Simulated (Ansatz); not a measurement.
**Ir: geometry relaxation (part 2 of 2)**

Ir (4 atoms in the cell); DFT PBE, scalar-relativistic, plane waves, PAW, spin-polarised (Ansatz 0.2.0); cutoff 420 eV, 1×1×13 k-mesh, Gaussian smearing of 0.05 eV, collinear spins. The structure derives from an entry of the Crystallography Open Database. It belongs to a series of runs on one base structure; here: ladder chain of atoms.

Geometry of the input (Å; fractional positions):
```
11.6000  0.0000  0.0000
0.0000  9.3000  0.0000
0.0000  0.0000  4.9265
Ir 0.3885  0.5000  0.0000
Ir 0.3885  0.5000  0.5000
Ir 0.6115  0.5000  0.0000
Ir 0.6115  0.5000  0.5000
```

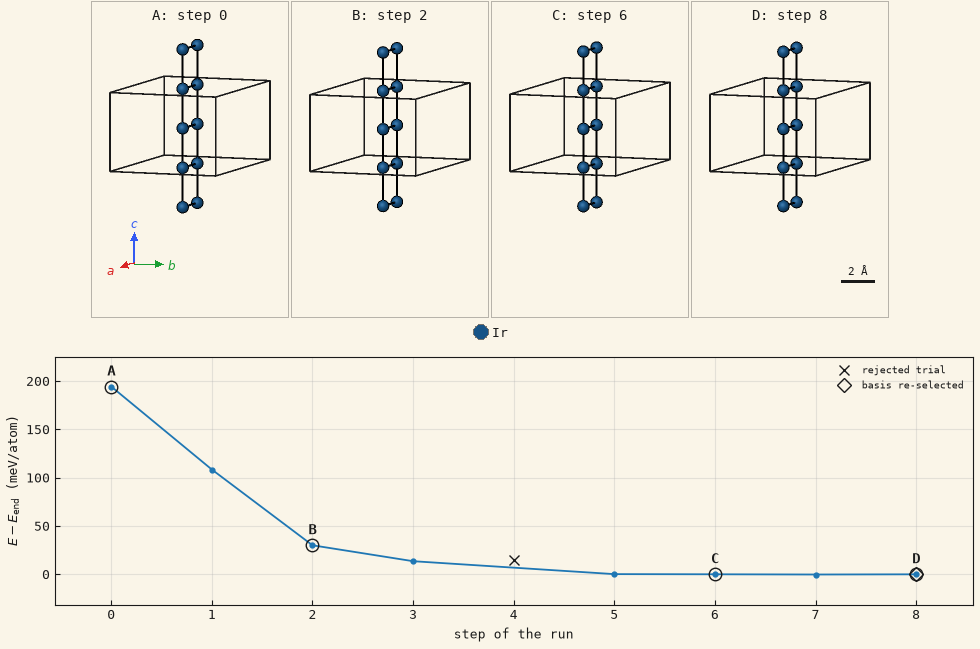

*Frames of the relaxation (ball-and-stick view of the cell of the calculation, with the vacuum cut short, with bonded neighbours outside it, seen slightly off an axis) above the curves, on which the letters mark them (the first geometry is step 0 here and step 1 in the log).*

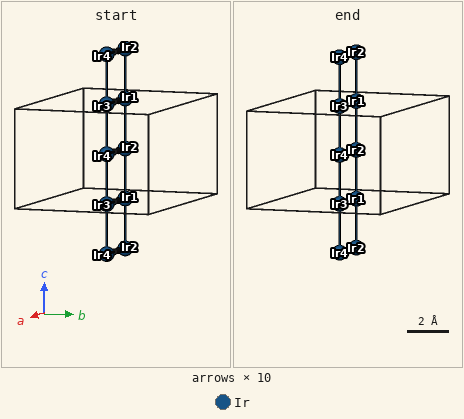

*Before (left) and after (right) the relaxation, at one scale (ball-and-stick view of the cell of the calculation, with the vacuum cut short, with bonded neighbours outside it, seen slightly off an axis). The black arrows give the displacements (without the part carried along by the change of the cell), magnified 10 times.*

The largest moves relative to the cell, 0.13 Å, are those of Ir1, Ir2, Ir3 and Ir4. Along the periodic axis the drawn cell goes c 4.927 → 4.818 Å (−2.2 %). Distances before and after: Ir1–Ir3 2.586 → 2.329 Å, Ir1–Ir2 2.463 → 2.409 Å. Over 7 geometry steps the energy falls by 195 meV per atom. Largest force component: 2.1 eV/Å at the start, 0.0021 eV/Å at the end. The line search rejected the trial step at point 4 (counted from 0) and went back. A last SCF at the same geometry on a re-selected plane-wave basis shifts the energy by +0.2 meV per atom. (Atoms are counted from 1 in the order of the input.)

```
basis re-selected at this cell: Δ(F+E_penalty+E_count) = +8.157e-4 eV, ΔP = +0.002 GPa vs the last step (what re-selecting the basis moved, of the pressure what is left beyond the Pulay correction that the steps carried, after the strain that the cell walked since its last selection, with what the two solves' SCF thresholds leave and, on support functions, any second-order correction that the steps lacked; it is no measure of the basis error at this ecutwfc). This SCF's stress stands 1.36e-3 GPa from its target on what of the cell is left free (relax.cell.stress_tol is 3.00e-2 GPa) and its largest allowed force component is 2.14e-3 eV/Å (relax.f_tol is 1.00e-2 eV/Å): within both
WARN: The output density's exchange-correlation potential varies sharply where the density is thin. Do not read a vacuum level from v_tot or v_xc, or from such a field of the output density. On a cell that repeats whose density bears no net charge and no dipole along the vacuum's axis use v_es (v_loc + v_h of the components); under efield.dipole_correction with no amplitude use v_es + v_field, which holds any external_charges[].barrier, or the levels of the report's work_function block, which leave it out; under a non-zero efield.amplitude the vacuum is tilted and has no level; on a cell that repeats and bears such a dipole with no correction it is tilted too, and efield.dipole_correction with no amplitude gives each side of its ramp a level where efield: is served; in a cell that repeats whose density bears a net charge (total_charge, or a fill off its count) it is curved and has none; of a slab under crystal.periodic whose density bears no net charge use v_es, which has a level on each side, short of where the two are joined; of another it falls or rises all the way out and has none; of a slab beside external_charges read slab_vacuum_level instead, which it has where they leave it neutral. The grid or the basis barely resolves most such structure, and the values can differ between equally converged runs; as a rule a tighter scf.convergence.dr2_threshold does not remove it. Where the density itself ripples (under the LDA too) a higher basis.ecutwfc lessens it. The files hold the spikes' plane waves up to the density's cutoff. Files: v_tot_of_output_density and the like, and their columns of v_z.tsv (output.write_potential); v_xc_of_output_density and the like, and their columns of v_comp_z.tsv (output.write_potential_components). Measured: with its Gaussian average of σ = 0.25 Å subtracted twice, the exchange-correlation potential is over 0.1 eV at 6636 of the grid points where the equally averaged density (valence and model cores) is under 1e-3 e/Å³, and 1.56 eV at the most among them, at an averaged density of 2.3e-5 e/Å³. The input density's (outcome.potential() and, of a run that writes arrays, v_tot and v_xc) is over 0.1 eV, so measured, at 6652 points of its own thin density, 1.56 eV at the most. See output.write_potential in the manual, Limitations
an SCF from antiferromagnetic starting moments (-1.50, 1.50, -1.50, 1.50 Bohr magnetons, atom by atom) was not made, so that it is not known whether that order lies lower: the deck asks for what bars it, or types moments that do (magnetization.spin_polarized, in the input reference, names some of the keys), or the run goes by scf.lower_state_search: light, the default, which as a rule tries one only behind a close that has lost an order of both signs, or on which an open d or half-filled 4f shell of a PAW file has lost a moment that was set nearer to Hund's than to what is left; or, under a Hubbard U, one that names an f shell that the input leaves bare beside given moments, or a larger moment for a shell of low spin that is given one. standard, with a start from the atoms, tries one behind each close (in a relaxation, ahead of its steps or at their end). To set out from that order, type those moments (crystal.atoms[].spin; where shells were raised to Hund's moment, beside crystal.symmetry.detect: false) under scf.lower_state_search: light. The bands of the close that named these starting moments, or of the one ahead of a search that led to it (under cold or Methfessel-Paxton smearing those of the Gaussian ahead of it) read a cost of +6.32 meV for the turn to them, carried on from a small turn (+6.32 by the pairs of d shells alone)
SCF converged after 7 iterations
Magnetization: 2.2692 μB (35.1346 up, 32.8654 down)
Absolute magnetization: 2.3281 μB (∫|ρ↑−ρ↓|, with the PAW one-centre terms)
Spin contamination: 0.0062 ħ² per cell (⟨S²⟩ above its minimum at these occupations)
Per-site moments (μB) at R_I (Å): [(0.38409953101399047, 0.9607488350639064), (0.38409953101399047, 0.9607488350639064), (0.38409953101399025, 0.9607488350639064), (0.38409953101399025, 0.9607488350639064)]
Free energy (F): -47730.398113 eV
Harris-Foulkes:  -47730.398113 eV  (|F-HF|=7.28e-12)
Internal energy: -47730.390037 eV  (E = F + TS)
E sigma→0 (E₀):  -47730.394075 eV
Entropy (-TS):   -0.008075 eV (-2.019 meV/atom)
Fermi energy:    -2.099508 eV
--- Per-component energies (eV) ---
  E_band       = -2143.531475
  E_kinetic    = 2476.743733
  E_local      = -26609.222448  (includes V_loc(G=0)·N_el)
  E_nonlocal   = 304.557666
  E_hartree    = 11899.210429
  E_xc         = -1058.099054
  E_vxc        = -1181.066663  (∫ρ·V_xc dr)
  E_paw        = -36897.118254  (= ΣΔE_a)
  E_vpaw       = -932.964772  (= ΣTr[D̂ρ^β])
  E_aug_tail   = 0.000247  (compensation charges beyond the density's cutoff)
  E_ewald      = 2153.537643
  E_smearing   = -0.008075  (= −TS)
  E_closure    = -0.000000  (closes the sum)
  Σ components = -47730.398113   (vs F -47730.398113, Δ=0.00e0)
--- Forces (eV/Å), atoms counted from 1 ---
  atom   1  Ir    -0.00213660     0.00000000     0.00000000
  atom   2  Ir    -0.00213660     0.00000000     0.00000000
  atom   3  Ir     0.00213660    -0.00000000    -0.00000000
  atom   4  Ir     0.00213660    -0.00000000    -0.00000000
  max |Σ_I F_I| component: 2.02e-28 eV/Å
--- Stress (GPa, compression-positive) ---
        0.013846      -0.000000      -0.000000
       -0.000000      -0.007401       0.000000
       -0.000000       0.000000      -0.001357
  P = ⅓ Tr σ = 0.0017 GPa (0.017 kbar)
--- Band table (eV; the first three rows and the last of 14) ---
  k-point 0 ↑: bands = ["-94.1776", "-94.0982", "-94.0717", "-93.9939", "-51.8360", "-51.7210", "-51.6994", "-51.5433", "-50.8572", "-50.8066", "-50.7561", "-50.7131", "-50.6786", "-50.6172", "-50.5144", "-50.4302", "-9.2208", "-8.2217", "-8.1649", "-7.3147", "-6.4390", "-5.9219", "-5.8739", "-5.6432", "-4.8803", "-4.6213", "-4.5878", "-3.5060", "-2.9802", "-2.6906", "-2.4826", "-2.3830", "-2.1647", "-1.9163", "-1.1524", "-0.7928", "-0.2950", "-0.0695", "-0.0616", "0.1707", "1.2723", "2.6524", "3.0689", "3.7518", "3.9981"]
  k-point 1 ↑: bands = ["-94.1760", "-94.0967", "-94.0732", "-93.9955", "-51.8179", "-51.7033", "-51.6971", "-51.5456", "-50.8551", "-50.8047", "-50.7541", "-50.7152", "-50.6805", "-50.6192", "-50.5348", "-50.4501", "-9.1236", "-8.1203", "-8.1203", "-7.2969", "-6.3946", "-5.9399", "-5.8590", "-5.5975", "-4.8429", "-4.6063", "-4.6009", "-3.4877", "-2.9721", "-2.7298", "-2.6715", "-2.3878", "-2.1873", "-1.9305", "-1.4072", "-0.9181", "-0.3367", "-0.1275", "0.1500", "0.3263", "0.9604", "2.7391", "3.1144", "3.7986", "4.0357"]
  k-point 2 ↑: bands = ["-94.1715", "-94.0923", "-94.0778", "-94.0000", "-51.7647", "-51.6906", "-51.6511", "-51.5523", "-50.8490", "-50.7994", "-50.7482", "-50.7214", "-50.6860", "-50.6252", "-50.5948", "-50.5085", "-8.8365", "-7.9888", "-7.8185", "-7.2434", "-6.2631", "-5.9915", "-5.8149", "-5.4612", "-4.7327", "-4.6594", "-4.5406", "-3.4337", "-3.1327", "-2.9514", "-2.8422", "-2.4105", "-2.2540", "-1.9719", "-1.9189", "-1.2499", "-0.4438", "-0.3341", "0.1584", "0.5650", "0.6967", "2.8841", "2.9682", "3.2481", "3.9385"]
  k-point 6 ↓: bands = ["-93.8990", "-93.8862", "-93.8203", "-93.8077", "-51.3060", "-51.2873", "-51.1109", "-51.0085", "-50.9518", "-50.8528", "-50.4178", "-50.4167", "-50.4012", "-50.4002", "-50.3180", "-50.3011", "-6.8853", "-6.8844", "-5.9288", "-5.8634", "-5.0991", "-5.0715", "-4.8360", "-4.7300", "-4.3722", "-4.1988", "-3.9730", "-3.9351", "-3.8760", "-3.5162", "-3.3921", "-3.2872", "-2.9219", "-2.8626", "-2.3770", "-2.1974", "-1.9172", "-1.8351", "-0.0770", "0.1785", "2.6266", "2.9090", "3.1721", "3.4697", "4.5913"]
--- Relaxed structure (8 steps of the walk, 7 accepted, 1 SCFs on fresh bases) ---
  F+E_penalty+E_count = -47730.39811251 eV   max|allowed force component| = 2.137e-3 eV/Å   (the final SCF, on the basis selected at the relaxed cell)
  cell:  # Å, volume = 519.8084 Å³
    - [11.6, 1.965704838269198e-139, -3.3848133344455932e-112]
    - [1.5759530168882365e-139, 9.3, -1.1157911997534797e-139]
    - [-1.4375381377955405e-112, -5.910750458324294e-140, 4.818394836804239]
  atoms:
    - { symbol: Ir, position: [0.39960827219812883, 0.5, -8.204110182832056e-34] }
    - { symbol: Ir, position: [0.39960827219812883, 0.5, 0.5] }
    - { symbol: Ir, position: [0.600391727801871, 0.5, 1.0158754983615395e-33] }
    - { symbol: Ir, position: [0.600391727801871, 0.5, 0.5] }
--- Löwdin populations: 4 sites ---
  site symbol       q [e]    m [muB]
     0     Ir     16.9110     0.5641
     1     Ir     16.9110     0.5641
     2     Ir     16.9110     0.5641
     3     Ir     16.9110     0.5641
  spilling = 0.005236 (of n_electrons = 68.000000)
```

File populations.tsv:
```
# site	symbol	l	j	q_up	q_dn
# orbitals = lowdin
# n_electrons = 68.000000
# spilling = 0.005236
0	Ir	0_5S	-	0.995454	0.995236
0	Ir	0_6S	-	0.612172	0.544610
0	Ir	1_5P	-	2.995898	2.994311
0	Ir	2_5D	-	4.134035	3.639280
1	Ir	0_5S	-	0.995454	0.995236
1	Ir	0_6S	-	0.612172	0.544610
1	Ir	1_5P	-	2.995898	2.994311
1	Ir	2_5D	-	4.134035	3.639280
2	Ir	0_5S	-	0.995454	0.995236
2	Ir	0_6S	-	0.612172	0.544610
2	Ir	1_5P	-	2.995898	2.994311
2	Ir	2_5D	-	4.134035	3.639280
3	Ir	0_5S	-	0.995454	0.995236
3	Ir	0_6S	-	0.612172	0.544610
3	Ir	1_5P	-	2.995898	2.994311
3	Ir	2_5D	-	4.134035	3.639280
```

Trajectory as extended XYZ (Å, eV, eV/Å), 9 frames, from step=1 to step=9:
```
4
Lattice="11.6000 0.0000 0.0000 0.0000 9.3000 0.0000 0.0000 0.0000 4.9265" Properties=species:S:1:pos:R:3:forces:R:3 step=1 energy=-47729.62075 pressure_GPa=-2.44
Ir    4.5068    4.6500    0.0000    2.0724   0.0000   0.0000
Ir    4.5068    4.6500    2.4633    2.0724   0.0000   0.0000
Ir    7.0932    4.6500    0.0000   -2.0724   0.0000   0.0000
Ir    7.0932    4.6500    2.4633   -2.0724   0.0000   0.0000
4
Lattice="11.6000 0.0000 0.0000 0.0000 9.3000 0.0000 0.0000 0.0000 4.7645" Properties=species:S:1:pos:R:3:forces:R:3 step=2 energy=-47729.96434 pressure_GPa=2.29
Ir    4.7018    4.6500    0.0000   -3.2049   0.0000   0.0000
Ir    4.7018    4.6500    2.3822   -3.2049   0.0000   0.0000
Ir    6.8982    4.6500    0.0000    3.2049   0.0000   0.0000
Ir    6.8982    4.6500    2.3822    3.2049   0.0000   0.0000
4
Lattice="11.6000 0.0000 0.0000 0.0000 9.3000 0.0000 0.0000 0.0000 4.7948" Properties=species:S:1:pos:R:3:forces:R:3 step=3 energy=-47730.27789 pressure_GPa=-0.73
Ir    4.5768    4.6500    0.0000    0.8037   0.0000   0.0000
Ir    4.5768    4.6500    2.3974    0.8037   0.0000   0.0000
Ir    7.0232    4.6500    0.0000   -0.8037   0.0000   0.0000
Ir    7.0232    4.6500    2.3974   -0.8037   0.0000   0.0000
4
Lattice="11.6000 0.0000 0.0000 0.0000 9.3000 0.0000 0.0000 0.0000 4.7812" Properties=species:S:1:pos:R:3:forces:R:3 step=4 energy=-47730.34381 pressure_GPa=-0.31
Ir    4.6011    4.6500    0.0000    0.5441   0.0000   0.0000
Ir    4.6011    4.6500    2.3906    0.5441   0.0000   0.0000
Ir    6.9989    4.6500    0.0000   -0.5441   0.0000   0.0000
Ir    6.9989    4.6500    2.3906   -0.5441   0.0000   0.0000
4
Lattice="11.6000 0.0000 0.0000 0.0000 9.3000 0.0000 0.0000 0.0000 4.7955" Properties=species:S:1:pos:R:3:forces:R:3 step=5 energy=-47730.34002 pressure_GPa=0.80 accepted=F
Ir    4.6610    4.6500    0.0000   -1.0582   0.0000   0.0000
Ir    4.6610    4.6500    2.3978   -1.0582   0.0000   0.0000
Ir    6.9390    4.6500    0.0000    1.0582   0.0000   0.0000
Ir    6.9390    4.6500    2.3978    1.0582   0.0000   0.0000
4
Lattice="11.6000 0.0000 0.0000 0.0000 9.3000 0.0000 0.0000 0.0000 4.8055" Properties=species:S:1:pos:R:3:forces:R:3 step=6 energy=-47730.39734 pressure_GPa=0.01
Ir    4.6311    4.6500    0.0000    0.1132   0.0000   0.0000
Ir    4.6311    4.6500    2.4028    0.1132   0.0000   0.0000
Ir    6.9689    4.6500    0.0000   -0.1132   0.0000   0.0000
Ir    6.9689    4.6500    2.4028   -0.1132   0.0000   0.0000
4
Lattice="11.6000 0.0000 0.0000 0.0000 9.3000 0.0000 0.0000 0.0000 4.8280" Properties=species:S:1:pos:R:3:forces:R:3 step=7 energy=-47730.39800 pressure_GPa=-0.01
Ir    4.6383    4.6500    0.0000   -0.0706   0.0000   0.0000
Ir    4.6383    4.6500    2.4140   -0.0706   0.0000   0.0000
Ir    6.9617    4.6500    0.0000    0.0706   0.0000   0.0000
Ir    6.9617    4.6500    2.4140    0.0706   0.0000   0.0000
4
Lattice="11.6000 0.0000 0.0000 0.0000 9.3000 0.0000 0.0000 0.0000 4.8184" Properties=species:S:1:pos:R:3:forces:R:3 step=8 energy=-47730.39893 pressure_GPa=0.00
Ir    4.6355    4.6500    0.0000   -0.0022   0.0000   0.0000
Ir    4.6355    4.6500    2.4092   -0.0022   0.0000   0.0000
Ir    6.9645    4.6500    0.0000    0.0022   0.0000   0.0000
Ir    6.9645    4.6500    2.4092    0.0022   0.0000   0.0000
4
Lattice="11.6000 0.0000 0.0000 0.0000 9.3000 0.0000 0.0000 0.0000 4.8184" Properties=species:S:1:pos:R:3:forces:R:3 step=9 energy=-47730.39811 pressure_GPa=0.00
Ir    4.6355    4.6500    0.0000   -0.0021   0.0000   0.0000
Ir    4.6355    4.6500    2.4092   -0.0021   0.0000   0.0000
Ir    6.9645    4.6500    0.0000    0.0021   0.0000   0.0000
Ir    6.9645    4.6500    2.4092    0.0021   0.0000   0.0000
```

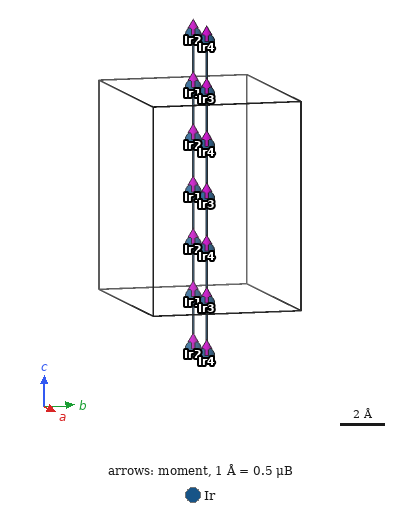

*Magnetic moments of the sites as pink arrows (ball-and-stick view of the 2 repeat of the cell, with the vacuum cut short, seen slightly off an axis; bonded neighbours outside the cell are drawn too; atoms are numbered from 1 in the order of the input); small moments hardly show. The run is collinear, so the axis drawn is arbitrary.*

Site moments: all 4 Ir atoms (0.38 μB). They are counted near the atoms and needn't add up to the moment of the cell.

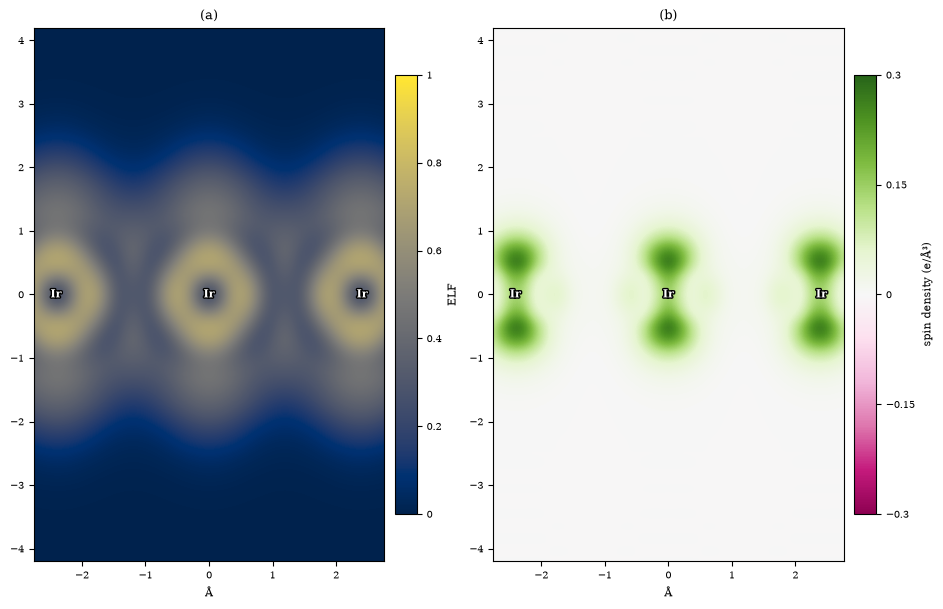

*(a) ELF; (b) spin density on the (100) plane of the calculation cell, a cut from vacuum to vacuum.*

The section cuts through Ir sites. Ir–Ir (2.41 Å): the ELF is about 0.30 at the midpoint; no localised pair between them. The strong features right at Ir lie inside the PAW spheres (semicore, d or f shells) and say nothing about bonding. The cell of the calculation (4 atoms) carries 2.3 μB net. Core electrons are frozen (PAW), so the fields are smoothed inside the atomic spheres.

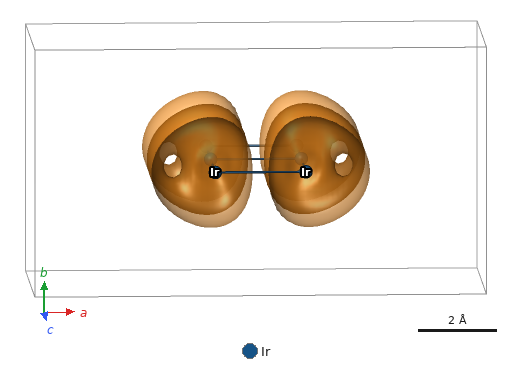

*Isosurface of the spin density (up minus down) at +0.015 e/Å³ (orange), seen from the side, at a tilt. Sticks mark near contacts.*

The cell of the calculation (4 atoms) carries 2.3 μB net.
